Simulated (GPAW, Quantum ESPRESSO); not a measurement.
The Cl K edge of atom 1 in LiCl (Fm-3m), with 6 Li at 2.56 Å (octahedral, site symmetry m-3m), was computed in 2 ways: full core hole (charged cell) and no core hole. Program and functional: Quantum ESPRESSO XSpectra, PBE, Lorentzian half width 0.32 eV up to 4 eV, rising linearly to 2.5 eV at 25 eV; cells of 2 and 12 atoms (the run without a hole in the smaller).

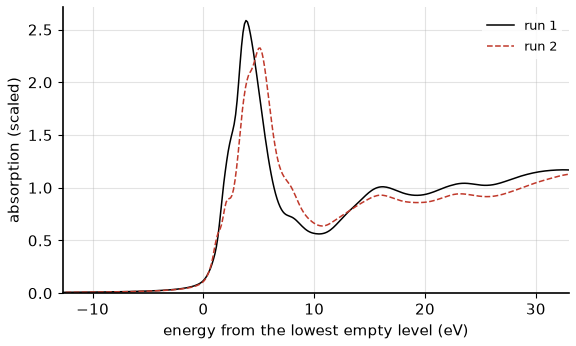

Each run is counted from its own lowest empty level or Fermi level and scaled to a mean of 1 over its first 20 eV. (XSpectra's own axis starts at xe0, in the gap; it has been shifted.)

The database entry behind the starting cell differs from later determinations by our own check (0.1 to 0.3 % short, probably kX units), so it need not match the best structure at ambient conditions.

Which run is which?

Run 1: full core hole (charged cell) (area from −2 to 6 eV 8.7, main maxima 3.8 eV (2.59) and 16.1 eV (1.01)). Run 2: no core hole (area from −2 to 6 eV 7.9, main maxima 5.1 eV (2.33) and 16.1 eV (0.93)). With each curve scaled to its own mean, the area from −2 to 6 eV with the hole is 8.7 against 7.9, and the centre of weight from −1 to 20 eV moves by -0.0 eV (first and strongest maxima below 20 eV: 5.1 eV (2.33) and 16.1 eV (0.93) without the hole, 3.8 eV (2.59) and 16.1 eV (1.01) with it); the shape changes all the same, by 24 % r.m.s.

[Hosts, paths, dates, database ids (printed as entryN), source tags and the programs' standing remarks are cut or masked in the printed files.]

[Lists of maxima count a maximum above −3 eV only where it reaches 4 % of the highest in the window and stands out from its surroundings by 2 % of it (1.5 % where it reaches 55 %); shoulders and weaker maxima are passed over, and of the rest the first, up to two pre-edge ones and the few strongest are named.]
